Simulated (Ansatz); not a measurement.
```
CELL_PARAMETERS angstrom
2.46554 0.00000 0.00000
-1.23277 2.13415 0.00000
0.00000 0.00000 33.69797
ATOMIC_POSITIONS crystal
C 0.08331 0.16662 0.25224
C 0.41669 0.83338 0.25224
C 0.58331 0.16662 0.35312
C 0.91669 0.83338 0.35312
C 0.08326 0.16651 0.45409
C 0.41674 0.83349 0.45409
C 0.58321 0.16643 0.55444
C 0.91679 0.83357 0.55444
C 0.08341 0.16682 0.65527
C 0.41659 0.83318 0.65527
C 0.75000 0.50000 0.74769
H 0.75000 0.50000 0.78100
```

Computed without spin polarisation.

Level of theory: Ansatz 0.2.0, DFT PBE+D3(BJ), scalar-relativistic, plane waves, PAW.

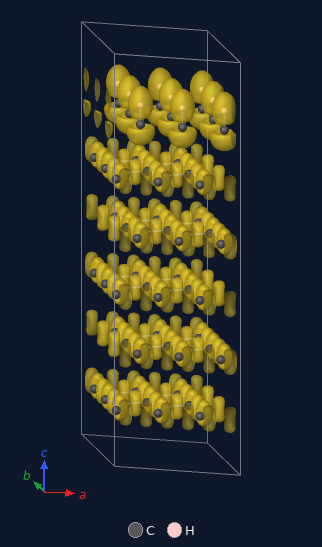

HC$_{11}$ (slab). Isosurface of the electron localisation function at 0.75 (yellow), seen slightly off an axis. Only the valence region is drawn (cores and ρ < 0.01 e/Å³ removed). Sticks mark near contacts.

Core electrons are frozen (PAW), and the valence fields are smoothed inside the atomic spheres.

Q: What do the ELF domains correspond to?

A: The surface consists of 15 regions between bonded C–C atoms, one region around a hydrogen nucleus and one lobe on C, pointing away from the bonds (lone pairs), counted in one cell of 12 atoms. Counts are for one cell; the picture repeats the cell along the surface.

Values along the shortest contacts:
C–H (1.12 Å): the ELF is about 1 at the midpoint: an ordinary covalent bond to hydrogen. C–C (1.42 Å): the ELF peaks at about 0.95 between the atoms.

Q: Does the calculation give a band gap?

A: It is metallic or semimetallic at this level of theory: no gap opens.
